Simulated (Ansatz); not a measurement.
A structure file:

Space group P6_3/mmc (No. 194). a = 2.456 Å, b = 2.456 Å, c = 4.026 Å, α = 90.00°, β = 90.00°, γ = 120.00°
```json
{"atom": "Cu", "site": "2c", "symmetry": "-6m2", "x": "0.3333", "y": "0.6667", "z": "0.2500"}
```

> What does this file describe?

The element is copper. The symmetry is that of P6_3/mmc (No. 194), on a primitive hexagonal lattice. It belongs to the family called hexagonal close-packed (Mg type). The cell holds two atoms. Cu bonds to twelve Cu in an anticuboctahedral arrangement at 2.46 Å. The bonds build a three-dimensional framework.

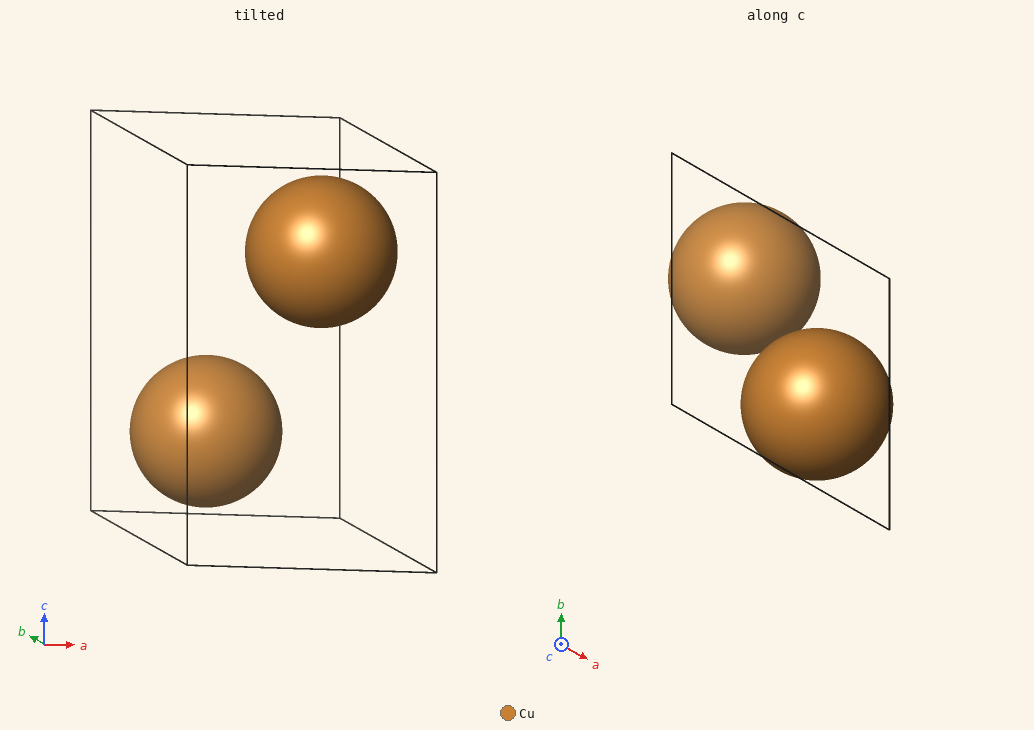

The crystal in a spheres-only representation, seen slightly off an axis and along the c axis. The wireframe shows the conventional unit cell. Colours: copper orange.

Provenance: a structure listed in the Materials Project. The cell was then strained or its atoms displaced on purpose. The atoms were relaxed in a fixed cell with DFT PBEsol, scalar-relativistic, plane waves, PAW in Ansatz.

At this level of theory the cell isn't at rest (compressed, at 15 GPa), so its distances can differ from those at equilibrium, the more so the softer the solid.
